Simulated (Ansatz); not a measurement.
```
Ta N
1.0
     3.87776    0.00000    0.00000
     0.00000   10.21605    0.00000
     0.00000    0.00000   10.23780
Ta N
12 20
Direct
  0.00000 0.19878 0.75000
  0.50000 0.69878 0.75000
  0.00000 0.80122 0.25000
  0.50000 0.30122 0.25000
  0.00000 0.13371 0.05930
  0.50000 0.63371 0.05930
  0.00000 0.86629 0.55930
  0.50000 0.36629 0.55930
  0.00000 0.86629 0.94070
  0.50000 0.36629 0.94070
  0.00000 0.13371 0.44070
  0.50000 0.63371 0.44070
  0.00000 0.76415 0.75000
  0.50000 0.26415 0.75000
  0.00000 0.23585 0.25000
  0.50000 0.73585 0.25000
  0.00000 0.04700 0.61992
  0.50000 0.54700 0.61992
  0.00000 0.95300 0.11992
  0.50000 0.45300 0.11992
  0.00000 0.95300 0.38008
  0.50000 0.45300 0.38008
  0.00000 0.04700 0.88008
  0.50000 0.54700 0.88008
  0.00000 0.30870 0.57330
  0.50000 0.80870 0.57330
  0.00000 0.69130 0.07330
  0.50000 0.19130 0.07330
  0.00000 0.69130 0.42670
  0.50000 0.19130 0.42670
  0.00000 0.30870 0.92670
  0.50000 0.80870 0.92670
```

Space group Cmcm.

Computed with DFT PBEsol, spin-orbit coupling, plane waves, PAW (Ansatz).

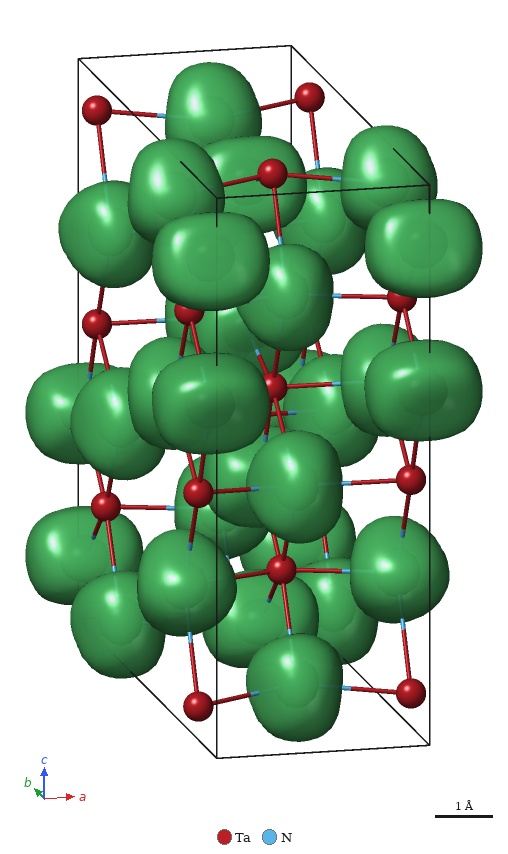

Ta$_{3}$N$_{5}$. Isosurface of the ELF at 0.65 (green), seen slightly off an axis. Core shells and regions of very low density are left out. Sticks mark near contacts.

Core electrons are frozen (PAW), and the valence fields are smoothed inside the atomic spheres.

What do the ELF domains correspond to?

The surface consists of 20 regions wrapped around N (the valence shell of each), counted in one cell of 32 atoms. Regions shared between cells count once. Along the contacts the grid gives the following. Ta–N (1.95 Å): the ELF peaks at about 0.85 in the valence shell of N, 0.6 Å from its nucleus, and drops to about 0.30 between the two atoms. Ta–Ta (2.99 Å): the ELF is about 0.20 at the midpoint; no shared electron pair shows on this line.

Metal or insulator at this level of theory?

It is gapped, with a Kohn–Sham gap of 1.2 eV on the k-point mesh (the band edges may lie off the mesh, which would make the gap smaller).
